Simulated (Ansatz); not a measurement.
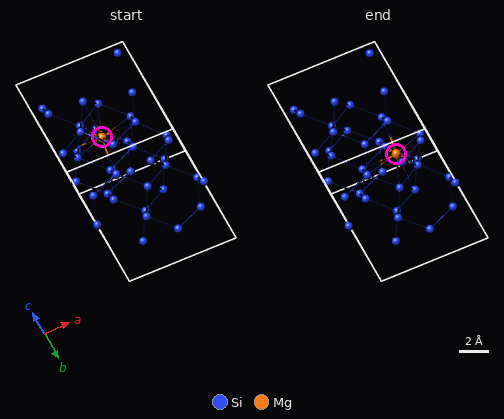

The two relaxed end points of a path for a defect cell of composition MgSi32 (cell charge +2) (33 atoms in the cell). Style: ball-and-stick. Shown: the reduced simulation cell (origin moved), from a free direction. The moving atom is ringed, with any periodic copies. Lengths and directions refer to the drawn axes. Bonds to atoms that aren't drawn are left out.

These are results of DFT PBE, scalar-relativistic, plane waves, PAW in Ansatz 0.2.0, not measurements.

Settings: plane-wave cutoff 420 eV; k-point mesh 2 × 2 × 2; Gaussian smearing 0.02 eV; 3 movable images; climbing image.

> What barrier does the band find between them, and by what path?

The two ends have the same energy, and the highest point, image 2, lies 1.49 eV above the start. The Mg atom travels furthest, 3.18 Å from end to end, along [1 1 0], on a straight line. At the highest image its nearest neighbour (Si) is 2.45 Å away, against 2.62 Å at the start, and the surrounding atoms stand up to 0.15 Å off the mean of their end positions. The band converged in 4 iterations, with a climbing image at the top.

Energies of the converged images:

```csv
image,path (Å),E (eV)
0,0.00,0.000
1,0.84,0.688
2,1.68,1.492
3,2.52,0.688
4,3.36,0.000
```

The geometry at the top of the path:

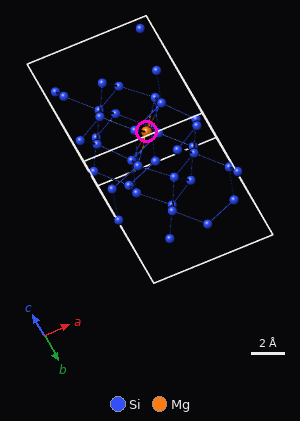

Limits of the set-up: the cell is charged, on a uniform background, and energies carry no finite-size correction.
